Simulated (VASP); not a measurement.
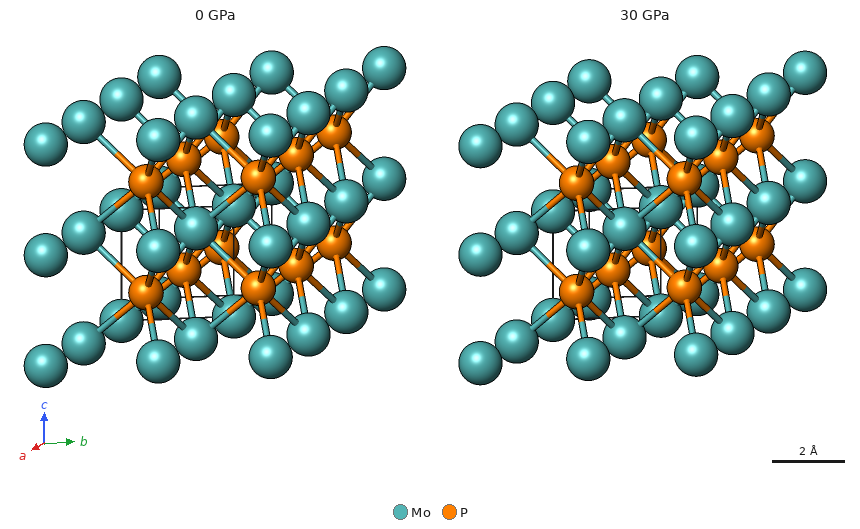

A crystal of MoP (set up in P-6m2), relaxed (cell and atoms) at several target pressures. The picture shows the first and the last member. Style: ball-and-stick. Shown: the cell of the calculation, repeated 3 × 2 × 2 with one cell outlined, slightly off an axis.

Computed with VASP 6.6.1: PBEsol, VASP PAW PBE potentials, recommended. Settings: plane-wave cutoff 600 eV; k-point mesh 10 × 10 × 8; occupations fermi-dirac; smearing width 0.05 eV; no spin polarisation.

| pressure (GPa) | volume (Å³/atom) | a (Å) | c (Å) |
| --- | --- | --- | --- |
| 0 | 14.139 | 3.208 | 3.173 |
| 2 | ? | ? | ? |
| 5 | 13.854 | 3.182 | 3.161 |
| 10 | 13.596 | 3.158 | 3.149 |
| 20 | 13.142 | 3.115 | 3.129 |
| 30 | 12.759 | 3.078 | 3.111 |

Estimate the missing row from the others, and compare with the calculation.

Answer. Murnaghan's form V = V₀(1 + B′P/B₀)^(−1/B′), with V₀ = 14.139 Å³ from the row at zero pressure, fits the other rows with B₀ = 235 GPa and B′ = 4.07 (largest miss 0.001 Å³). At 2 GPa it gives 14.139 × (1 + 4.07 × 2/235)^(−1/4.07) = 14.021 Å³ per atom. The calculation gives 14.021 Å³/atom (a = 3.197 Å, c = 3.168 Å). The estimate is right to the digits shown. From the first member to the last: Mo–Mo 3.208 → 3.078 Å, Mo–P 2.439 → 2.362 Å.

The whole series:

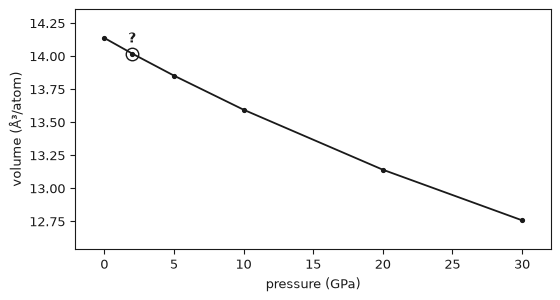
